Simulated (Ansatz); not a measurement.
Geometry relaxation, with input and output: AlRu

System: AlRu (2 atoms in the cell).
Method: DFT, r2SCAN, PAW with Ansatz's default frozen-core files, scalar-relativistic, no spin polarisation (Ansatz 0.2.0).

The structure was built on a prototype by a generator; it need not be a known phase. It belongs to a series of runs on one base structure; here: cell relaxed at zero pressure. Figures and captions count atoms from 1; the log counts them from 0 in places.

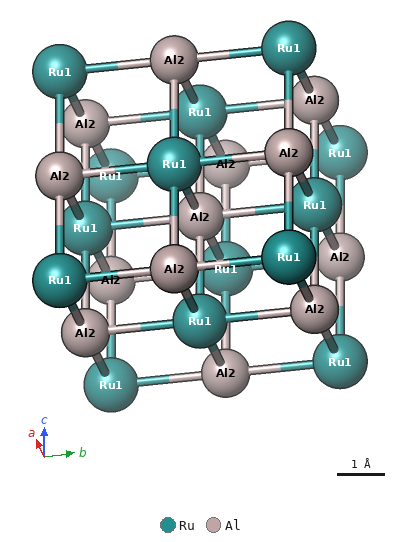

The input geometry (ball-and-stick view of the cell 4 times as large as that of the calculation, set on its symmetry axes, seen at an oblique angle; atoms are numbered from 1 in the order of the input).

## Summary

| quantity | value |
| --- | --- |
| outcome | converged |
| space group (tolerance 0.01 Å) | Fm-3m (225) |
| electrons treated | 19 |
| free energy | −6430.7934 eV |
| Fermi energy | 14.118 eV |
| pressure | −0.01 GPa |
| final volume | 30.09 Å³ |
| largest force (length of the vector) at the end | under 0.001 eV/Å |
| final cell | a = 3.491 Å, b = 3.491 Å, c = 3.491 Å, α = 60.00°, β = 60.00°, γ = 60.00° |
| hardware | 1 thread of Arm Neoverse V1, 24 GiB of memory available, shared host |
| wall time | 24 s |
| peak memory | 0.43 GiB |

## The input
```yaml
crystal:
  lattice:
    - [0.0, 2.5359338295, 2.5359338295]
    - [2.5359338295, 0.0, 2.5359338295]
    - [2.5359338295, 2.5359338295, 0.0]
  atoms:
    - { symbol: Ru, position: [0.0, 0.0, 0.0] }
    - { symbol: Al, position: [0.5, 0.5, 0.5] }
kpoints:
  mp_grid: { grid: [13, 13, 13] }
scf:
  occupations: { method: fermi_dirac, width: 0.05 }
hamiltonian:
  xc: r2scan
  pseudopotentials: { kind: paw }
output:
  forces: true
  stress: true
relax:
  f_tol: 0.005
  max_steps: 40
  cell: {}
```

Command:
```bash
ansatz run input.yaml --threads 1 --pin off --max-ram 2048MiB --backend cpu --events-out ev --progress --plain --runs-dir out
```

## The program's output
```
Engine: ansatz 0.2.0, aarch64-unknown-linux-gnu
Pseudopotentials: kind: paw
Pseudopotential: Ru, paw, valence charge 16, recommended cutoff 500 eV (meta_gga), Ru.paw.azcp
Pseudopotential: Al, paw, valence charge 3, recommended cutoff 500 eV (meta_gga), Al.paw.azcp
Functional definition: r2SCAN
  parameter k0 = 0.174
  parameter k1 = 0.065
  parameter a1 = 4.9479
  exchange = r2scan_x(k0 = k0, k1 = k1, a1 = a1)
  correlation = r2scan_c
Crystal: 2 atoms, lattice volume = 32.617 Å³
Basis set: ecut = 500 eV, 869 PW (Γ), exchange–correlation on 108×108×108 points (64 copies of the dense FFT grid, shifted against one another)
Bands: 14, of which v1, the nominal top of the filled ones, is band 10 counted from 1 (9 counted from 0)
Symmetry: 48 space group operations
Space group: Fm-3m (ITA 225), of the structure as read, at distance tolerance 3.2e-5 Å
k-points: 84 of 2197
Non-local potential: Ru, projectors of the file, l = 0: 3, l = 1: 2, l = 2: 2, l = 3: 1
Non-local potential: Al, projectors of the file, l = 0: 2, l = 1: 2, l = 2: 1
PAW form: soft (Blöchl's): semilocal exchange-correlation on the pseudo side does not see the compensation charge
PAW frozen core: Ru, regenerated for the run's functional (the file was generated under x = pbe(κ = 0.804, μ = 0.2195149727645171), c = pbe(β = 0.06672455060314922))
PAW frozen core: Al, regenerated for the run's functional (the file was generated under x = pbe(κ = 0.804, μ = 0.2195149727645171), c = pbe(β = 0.06672455060314922))
PAW one-centre angular grid: Ru, 590 points (default); XC on 160 Gauss nodes
PAW one-centre angular grid: Al, 302 points (default); XC on 160 Gauss nodes
Initial density: superposition of atomic densities (neutral atoms: chi_scale 0, normalization atom), corrected by the library's trained network
Initial wavefunctions: pseudopotential atomic-orbital guess
Functional: x = r2scan, c = r2scan; τ floored in thin density (d = 2e-4 eV/Å³)
SCF iter   1: F=—  HF=-6430.698052 eV  |F-HF|=—  |Δ(HF+E_count)|=         —  Δρ=1.32e-2  dr2=7.11e-2  dr2_τ=1.03e-2  ethr=1.77e-3  ⟨swp⟩=5.0  Hψ=6143  notcnv=0
preconditioner: auto → Kerker (q_TF=auto, 2.493 Å⁻¹)  [metal: Δε(μ)=0.048 eV  Ē_g=7.932 eV  σ=0.050 eV  W_gap=0.24  n_scr=14 (ndim 8)  ℏωp=21.6 eV  f_vac=0.000  D(μ)=1.91/eV (n_scr^D=14)]
SCF iter   2: F=—  HF=-6430.705044 eV  |F-HF|=—  |Δ(HF+E_count)|=   6.99e-3  Δρ=5.65e-3  dr2=6.03e-3  dr2_τ=1.89e-3  ethr=3.74e-4  ⟨swp⟩=2.0  Hψ=2194  notcnv=0
SCF iter   3: F=—  HF=-6430.704576 eV  |F-HF|=—  |Δ(HF+E_count)|=   4.68e-4  Δρ=2.40e-3  dr2=1.17e-3  dr2_τ=5.51e-5  ethr=3.17e-5  ⟨swp⟩=1.3  Hψ=1235  notcnv=0
SCF iter   4: F=—  HF=-6430.704356 eV  |F-HF|=—  |Δ(HF+E_count)|=   2.20e-4  Δρ=3.37e-4  dr2=3.75e-5  dr2_τ=1.65e-6  ethr=6.18e-6  ⟨swp⟩=2.9  Hψ=2035  notcnv=0
SCF iter   5: F=—  HF=-6430.704351 eV  |F-HF|=—  |Δ(HF+E_count)|=   5.30e-6  Δρ=5.21e-5  dr2=5.36e-7  dr2_τ=1.19e-7  ethr=1.97e-7  ⟨swp⟩=2.0  Hψ=1440  notcnv=0
SCF iter   6: F=-6430.704351 eV  HF=-6430.704351 eV  |F-HF|=1.45e-8  |Δ(HF+E_count)|=   1.79e-7  Δρ=1.21e-5  dr2=5.79e-8  dr2_τ=5.24e-9  ethr=5.26e-10  ⟨swp⟩=4.9  Hψ=4231  notcnv=0
SCF 1 converged in 6 iterations: F = -6430.704351 eV  dr2 = 5.79e-8
  greatest PAW one-centre occupation: 0.999 electrons in one spin orbital (limit 2), on the Ru atom at site 0 (counted from 0), in its partial waves of l = 1
relax step   1: F+E_penalty+E_count = -6430.70435074 eV  Δ(F+E_penalty+E_count) = +0.000e0 eV  max|allowed force component| = 3.944e-31 eV/Å  Δτ_max = 0.0000 Å  P = -10.505 GPa  Ω = 32.617 Å³  (6 SCF iters, dr2 threshold 1.00e-7 eV, accepted)
Crystal: 2 atoms, lattice volume = 29.885 Å³
Basis set: ecut = 500 eV, 749 PW (Γ), exchange–correlation on 108×108×108 points (64 copies of the dense FFT grid, shifted against one another)
Initial density: handed on by an earlier stage of this run
Initial wavefunctions: those handed on with the density
iter 1 solved again at ethr=4.12e-5 eV; its pass at ethr=3.10e-3 eV (dr2=7.83e-3 eV) is discarded
SCF iter   1: F=—  HF=-6430.627286 eV  |F-HF|=—  |Δ(HF+E_count)|=         —  Δρ=4.86e-3  dr2=7.87e-3  dr2_τ=1.68e-1  ethr=4.12e-5  ⟨swp⟩=2.0  Hψ=7761  notcnv=0
preconditioner: auto → none  [metal: Δε(μ)=0.040 eV  Ē_g=8.559 eV  σ=0.050 eV  W_gap=0.20  n_scr=8 (ndim 8)  ℏωp=22.5 eV  f_vac=0.000  D(μ)=1.52/eV (n_scr^D=14)]
SCF iter   2: F=—  HF=-6430.795223 eV  |F-HF|=—  |Δ(HF+E_count)|=   1.68e-1  Δρ=4.56e-3  dr2=7.44e-3  dr2_τ=9.68e-4  ethr=4.12e-5  ⟨swp⟩=2.4  Hψ=2384  notcnv=0
SCF iter   3: F=—  HF=-6430.793709 eV  |F-HF|=—  |Δ(HF+E_count)|=   1.51e-3  Δρ=1.10e-3  dr2=1.59e-4  dr2_τ=1.16e-5  ethr=3.91e-5  ⟨swp⟩=2.3  Hψ=1767  notcnv=0
SCF iter   4: F=—  HF=-6430.793773 eV  |F-HF|=—  |Δ(HF+E_count)|=   6.37e-5  Δρ=2.08e-4  dr2=9.71e-6  dr2_τ=7.24e-6  ethr=8.38e-7  ⟨swp⟩=2.9  Hψ=2117  notcnv=0
SCF iter   5: F=—  HF=-6430.793786 eV  |F-HF|=—  |Δ(HF+E_count)|=   1.31e-5  Δρ=9.20e-5  dr2=1.58e-6  dr2_τ=2.73e-7  ethr=5.11e-8  ⟨swp⟩=3.0  Hψ=2131  notcnv=0
SCF iter   6: F=-6430.793788 eV  HF=-6430.793787 eV  |F-HF|=6.60e-8  |Δ(HF+E_count)|=   1.29e-6  Δρ=1.67e-5  dr2=4.25e-8  dr2_τ=1.56e-8  ethr=1.05e-9  ⟨swp⟩=3.0  Hψ=4693  notcnv=0
SCF 2 converged in 6 iterations: F = -6430.793788 eV  dr2 = 4.25e-8
  greatest PAW one-centre occupation: 1.000 electrons in one spin orbital (limit 2), on the Ru atom at site 0 (counted from 0), in its partial waves of l = 1
relax step   2: F+E_penalty+E_count = -6430.79378755 eV  Δ(F+E_penalty+E_count) = -8.944e-2 eV  max|allowed force component| = 3.550e-30 eV/Å  Δτ_max = 0.0000 Å  P = +1.073 GPa  Ω = 29.885 Å³  energy of the carried Pulay correction = +1.126e-3 eV  (6 SCF iters, dr2 threshold 2.00e-7 eV, accepted)
Crystal: 2 atoms, lattice volume = 30.119 Å³
iter 1 solved again at ethr=4.12e-7 eV; its pass at ethr=3.10e-3 eV (dr2=7.84e-5 eV) is discarded
SCF iter   1: F=—  HF=-6430.792607 eV  |F-HF|=—  |Δ(HF+E_count)|=         —  Δρ=5.03e-4  dr2=8.20e-5  dr2_τ=1.41e-3  ethr=4.12e-7  ⟨swp⟩=2.0  Hψ=7353  notcnv=0
preconditioner: auto → none  [metal: Δε(μ)=0.048 eV  Ē_g=8.458 eV  σ=0.050 eV  W_gap=0.24  n_scr=8 (ndim 8)  ℏωp=22.4 eV  f_vac=0.000  D(μ)=1.57/eV (n_scr^D=14)]
SCF iter   2: F=—  HF=-6430.794377 eV  |F-HF|=—  |Δ(HF+E_count)|=   1.77e-3  Δρ=5.44e-4  dr2=1.04e-4  dr2_τ=1.29e-5  ethr=4.12e-7  ⟨swp⟩=2.0  Hψ=2005  notcnv=0
SCF iter   3: F=—  HF=-6430.794355 eV  |F-HF|=—  |Δ(HF+E_count)|=   2.19e-5  Δρ=1.26e-4  dr2=2.04e-6  dr2_τ=9.94e-8  ethr=4.12e-7  ⟨swp⟩=2.3  Hψ=1581  notcnv=0
SCF iter   4: F=—  HF=-6430.794356 eV  |F-HF|=—  |Δ(HF+E_count)|=   1.18e-6  Δρ=5.55e-5  dr2=8.03e-7  dr2_τ=1.02e-7  ethr=1.07e-8  ⟨swp⟩=2.0  Hψ=1891  notcnv=0
SCF iter   5: F=-6430.794356 eV  HF=-6430.794356 eV  |F-HF|=5.45e-8  |Δ(HF+E_count)|=   1.20e-7  Δρ=2.35e-5  dr2=1.25e-7  dr2_τ=7.87e-9  ethr=1.05e-9  ⟨swp⟩=3.0  Hψ=4205  notcnv=0
SCF 3 converged in 5 iterations: F = -6430.794356 eV  dr2 = 1.25e-7
relax step   3: F+E_penalty+E_count = -6430.79435619 eV  Δ(F+E_penalty+E_count) = -5.686e-4 eV  max|allowed force component| = 4.766e-31 eV/Å  Δτ_max = 0.0000 Å  P = -0.149 GPa  Ω = 30.119 Å³  energy of the carried Pulay correction = +1.026e-3 eV  (5 SCF iters, dr2 threshold 2.00e-7 eV, accepted)
Crystal: 2 atoms, lattice volume = 30.090 Å³
iter 1 solved again at ethr=3.61e-9 eV; its pass at ethr=3.10e-3 eV (dr2=6.86e-7 eV) is discarded
SCF iter   1: F=—  HF=-6430.794355 eV  |F-HF|=—  |Δ(HF+E_count)|=         —  Δρ=4.46e-5  dr2=6.69e-7  dr2_τ=2.16e-5  ethr=3.61e-9  ⟨swp⟩=2.0  Hψ=7154  notcnv=0
preconditioner: auto → none  [metal: Δε(μ)=0.048 eV  Ē_g=8.471 eV  σ=0.050 eV  W_gap=0.23  n_scr=8 (ndim 8)  ℏωp=22.5 eV  f_vac=0.000  D(μ)=1.56/eV (n_scr^D=14)]
SCF iter   2: F=—  HF=-6430.794382 eV  |F-HF|=—  |Δ(HF+E_count)|=   2.71e-5  Δρ=5.59e-5  dr2=9.60e-7  dr2_τ=1.20e-7  ethr=3.52e-9  ⟨swp⟩=2.0  Hψ=2005  notcnv=0
SCF iter   3: F=-6430.794382 eV  HF=-6430.794382 eV  |F-HF|=1.85e-8  |Δ(HF+E_count)|=   1.88e-7  Δρ=1.79e-5  dr2=4.58e-8  dr2_τ=3.54e-9  ethr=2.91e-10  ⟨swp⟩=3.3  Hψ=4796  notcnv=0
SCF 4 converged in 3 iterations: F = -6430.794382 eV  dr2 = 4.58e-8
relax step   4: F+E_penalty+E_count = -6430.79438195 eV  Δ(F+E_penalty+E_count) = -2.576e-5 eV  max|allowed force component| = 2.761e-30 eV/Å  Δτ_max = 0.0000 Å  P = -0.001 GPa  Ω = 30.090 Å³  energy of the carried Pulay correction = +1.038e-3 eV  (3 SCF iters, dr2 threshold 5.54e-8 eV, accepted)
Initial wavefunctions: pseudopotential atomic-orbital guess (no wavefunctions were taken with the density)
iter 1 solved again at ethr=3.24e-8 eV; its pass at ethr=3.10e-3 eV (dr2=6.16e-6 eV) is discarded
SCF iter   1: F=—  HF=-6430.793417 eV  |F-HF|=—  |Δ(HF+E_count)|=         —  Δρ=2.09e-4  dr2=1.91e-6  dr2_τ=1.83e-5  ethr=3.24e-8  ⟨swp⟩=3.0  Hψ=9755  notcnv=0
preconditioner: auto → none  [metal: Δε(μ)=0.048 eV  Ē_g=8.470 eV  σ=0.050 eV  W_gap=0.23  n_scr=8 (ndim 8)  ℏωp=22.5 eV  f_vac=0.000  D(μ)=1.56/eV (n_scr^D=14)]
SCF iter   2: F=—  HF=-6430.793420 eV  |F-HF|=—  |Δ(HF+E_count)|=   2.64e-6  Δρ=1.01e-4  dr2=5.15e-7  dr2_τ=4.00e-7  ethr=1.01e-8  ⟨swp⟩=2.8  Hψ=1936  notcnv=0
SCF iter   3: F=—  HF=-6430.793421 eV  |F-HF|=—  |Δ(HF+E_count)|=   8.12e-7  Δρ=5.10e-5  dr2=8.49e-7  dr2_τ=8.87e-8  ethr=2.71e-9  ⟨swp⟩=2.0  Hψ=1656  notcnv=0
SCF iter   4: F=—  HF=-6430.793421 eV  |F-HF|=—  |Δ(HF+E_count)|=   1.30e-7  Δρ=7.78e-6  dr2=3.37e-9  dr2_τ=3.99e-9  ethr=2.71e-9  ⟨swp⟩=2.2  Hψ=1651  notcnv=0
SCF iter   5: F=—  HF=-6430.793421 eV  |F-HF|=—  |Δ(HF+E_count)|=   8.82e-9  Δρ=1.34e-6  dr2=2.05e-10  dr2_τ=1.58e-10  ethr=1.77e-11  ⟨swp⟩=2.2  Hψ=1786  notcnv=0
SCF iter   6: F=—  HF=-6430.793421 eV  |F-HF|=—  |Δ(HF+E_count)|=  1.86e-10  Δρ=2.99e-7  dr2=2.17e-11  dr2_τ=1.78e-12  ethr=1.08e-12  ⟨swp⟩=3.0  Hψ=2139  notcnv=0
SCF iter   7: F=-6430.793421 eV  HF=-6430.793421 eV  |F-HF|=1.82e-12  |Δ(HF+E_count)|=  2.09e-11  Δρ=3.66e-8  dr2=1.57e-13  dr2_τ=7.56e-14  ethr=1.00e-12  ⟨swp⟩=5.3  Hψ=4481  notcnv=0
SCF 5 converged in 7 iterations: F = -6430.793421 eV  dr2 = 1.57e-13
relax step   5: F+E_penalty+E_count = -6430.79342065 eV  Δ(F+E_penalty+E_count) = +9.613e-4 eV  max|allowed force component| = 3.484e-30 eV/Å  Δτ_max = 0.0000 Å  P = -0.012 GPa  Ω = 30.090 Å³  stress off target by 1.20e-2 GPa  SCF on the basis re-selected at this cell (its energy is not comparable with the rows above)  (7 SCF iters)
```

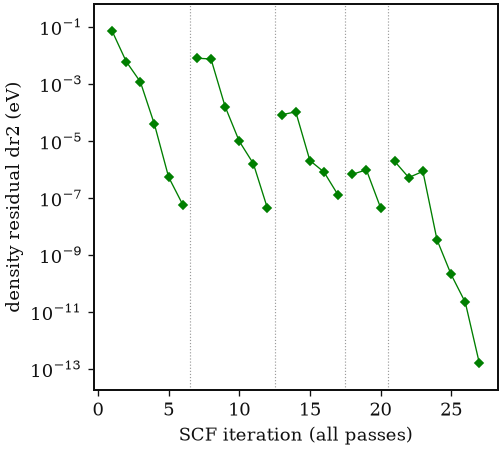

Convergence of the self-consistent field: density residual dr2 against the SCF iteration. The dotted lines part the SCF passes of the relaxation: geometry steps, rejected trials and re-solves on a re-selected basis. The 5 passes take 3 to 7 iterations each, 27 in all.

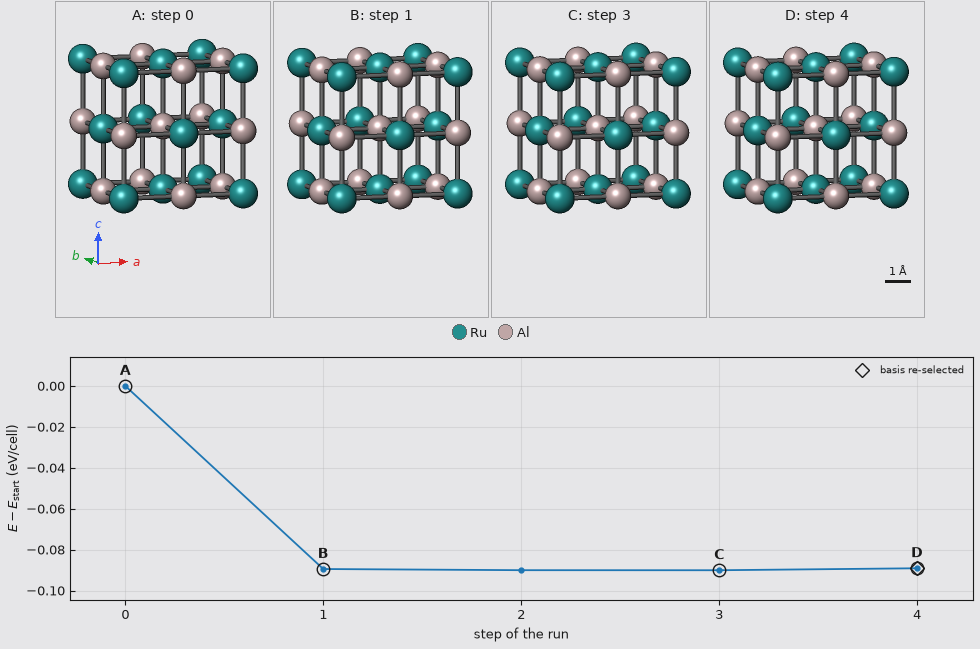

Frames of the relaxation (ball-and-stick view of the cell 4 times as large as that of the calculation, set on its symmetry axes, seen slightly off an axis) above the curves, on which the letters mark them (the first geometry is step 0 here and step 1 in the log).

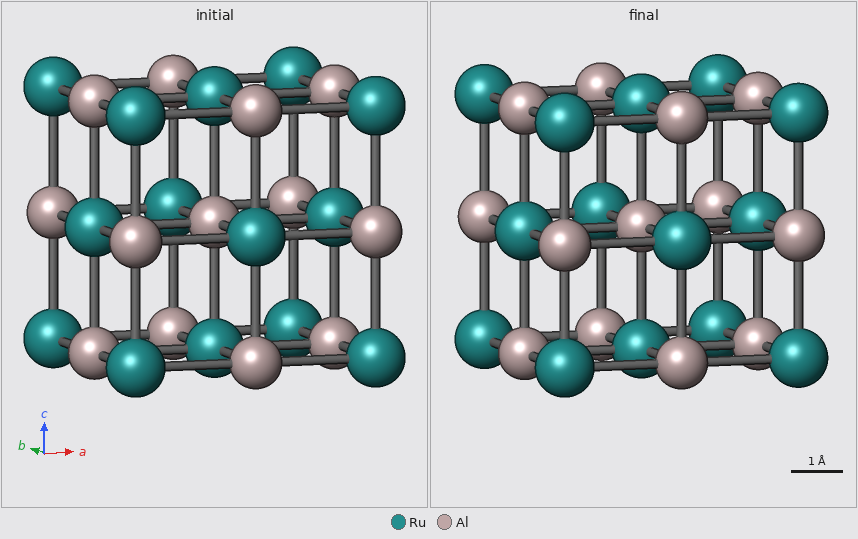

Before (left) and after (right) the relaxation, at one scale (ball-and-stick view of the cell 4 times as large as that of the calculation, set on its symmetry axes, seen slightly off an axis). Over 3 geometry steps the energy falls by 90.0 meV per cell of the calculation. All forces vanish by symmetry, so only the cell relaxes. Pressure: −10.50 GPa at the start and −0.01 GPa at the end. No atom moves by more than 0.005 Å relative to the cell. The drawn cell changes as follows: a = b = c 5.072 → 4.937 Å (−2.7 %); the volume changes by −7.7 %. Distances before and after: Ru1–Al2 2.536 → 2.469 Å. The space group stays Fm-3m (No. 225). A last SCF at the same geometry on a re-selected plane-wave basis shifts the energy by +1.0 meV per cell of the calculation. (Atoms are counted from 1 in the order of the input.)

```
basis re-selected at this cell: Δ(F+E_penalty+E_count) = +9.613e-4 eV, ΔP = -0.011 GPa vs the last step (what re-selecting the basis moved, of the pressure what is left beyond the Pulay correction that the steps carried, after the strain that the cell walked since its last selection, with what the two solves' SCF thresholds leave and, on support functions, any second-order correction that the steps lacked; it is no measure of the basis error at this ecutwfc). This SCF's stress stands 1.20e-2 GPa from its target on what of the cell is left free (relax.cell.stress_tol is 5.00e-2 GPa) and its largest allowed force component is 3.48e-30 eV/Å (relax.f_tol is 5.00e-3 eV/Å): within both
SCF converged after 7 iterations
Free energy (F): -6430.793421 eV
Harris-Foulkes:  -6430.793421 eV  (|F-HF|=1.82e-12)
Internal energy: -6430.779780 eV  (E = F + TS)
E sigma→0 (E₀):  -6430.786600 eV
Entropy (-TS):   -0.013641 eV (-6.820 meV/atom)
Fermi energy:    14.118333 eV
--- Per-component energies (eV) ---
  E_band       = -172.611717
  E_kinetic    = 544.142466
  E_local      = -1903.669575  (includes V_loc(G=0)·N_el)
  E_nonlocal   = 357.586972
  E_hartree    = 671.725115
  E_xc         = -221.271665
  E_vxc        = -299.193594  (∫ρ·V_xc dr)
  E_paw        = -3954.627267  (= ΣΔE_a)
  E_vpaw       = -235.622231  (= ΣTr[D̂ρ^β])
  E_aug_tail   = 0.000089  (compensation charges beyond the density's cutoff)
  E_vtau       = 20.693931  (kinetic-family band-sum trace: ∫τ·v_τ [+ j·A + Jᵃ·Aᵃ] dr)
  E_ewald      = -1924.294853
  E_core_change = -0.371064  (= ΣΔE_core)
  E_smearing   = -0.013641  (= −TS)
  E_closure    = 0.000000  (closes the sum)
  Σ components = -6430.793421   (vs F -6430.793421, Δ=0.00e0)
--- Forces (eV/Å), atoms counted from 1 ---
  atom   1  Ru    -0.00000000     0.00000000     0.00000000
  atom   2  Al     0.00000000    -0.00000000     0.00000000
  max |Σ_I F_I| component: 2.63e-30 eV/Å
--- Stress (GPa, compression-positive) ---
       -0.011990      -0.000000      -0.000000
       -0.000000      -0.011990       0.000000
       -0.000000       0.000000      -0.011990
  P = ⅓ Tr σ = -0.0120 GPa (-0.120 kbar)
--- Relaxed structure (4 steps of the walk, 4 accepted, 1 SCFs on fresh bases) ---
  F+E_penalty+E_count = -6430.79342065 eV   max|allowed force component| = 3.484e-30 eV/Å   (the final SCF, on the basis selected at the relaxed cell)
  cell:  # Å, volume = 30.0899 Å³
    - [-1.2029854908914432e-33, 2.4686721686617337, 2.4686721686617337]
    - [2.4686721686617337, -1.2738430082238977e-34, 2.4686721686617337]
    - [2.4686721686617337, 2.4686721686617337, -1.4068003722072671e-33]
  atoms:
    - { symbol: Ru, position: [-3.362174619373196e-36, 3.955499552203784e-36, 9.493198925295701e-36] }
    - { symbol: Al, position: [0.49999999999999994, 0.49999999999999994, 0.49999999999999994] }
```

## Trajectory as extended XYZ (Å, eV, eV/Å), 5 frames, from step=1 to step=5
```
2
Lattice="0.0000 2.5359 2.5359 2.5359 0.0000 2.5359 2.5359 2.5359 0.0000" Properties=species:S:1:pos:R:3:forces:R:3 step=1 energy=-6430.70435 pressure_GPa=-10.50
Ru    0.0000    0.0000    0.0000    0.0000   0.0000   0.0000
Al    2.5359    2.5359    2.5359    0.0000   0.0000   0.0000
2
Lattice="0.0000 2.4630 2.4630 2.4630 0.0000 2.4630 2.4630 2.4630 0.0000" Properties=species:S:1:pos:R:3:forces:R:3 step=2 energy=-6430.79379 pressure_GPa=1.07
Ru    0.0000    0.0000    0.0000    0.0000   0.0000   0.0000
Al    2.4630    2.4630    2.4630    0.0000   0.0000   0.0000
2
Lattice="0.0000 2.4695 2.4695 2.4695 0.0000 2.4695 2.4695 2.4695 0.0000" Properties=species:S:1:pos:R:3:forces:R:3 step=3 energy=-6430.79436 pressure_GPa=-0.15
Ru    0.0000    0.0000    0.0000    0.0000   0.0000   0.0000
Al    2.4695    2.4695    2.4695    0.0000   0.0000   0.0000
2
Lattice="0.0000 2.4687 2.4687 2.4687 0.0000 2.4687 2.4687 2.4687 0.0000" Properties=species:S:1:pos:R:3:forces:R:3 step=4 energy=-6430.79438 pressure_GPa=-0.00
Ru    0.0000    0.0000    0.0000    0.0000   0.0000   0.0000
Al    2.4687    2.4687    2.4687    0.0000   0.0000   0.0000
2
Lattice="0.0000 2.4687 2.4687 2.4687 0.0000 2.4687 2.4687 2.4687 0.0000" Properties=species:S:1:pos:R:3:forces:R:3 step=5 energy=-6430.79342 pressure_GPa=-0.01
Ru    0.0000    0.0000    0.0000    0.0000   0.0000   0.0000
Al    2.4687    2.4687    2.4687    0.0000   0.0000   0.0000
```
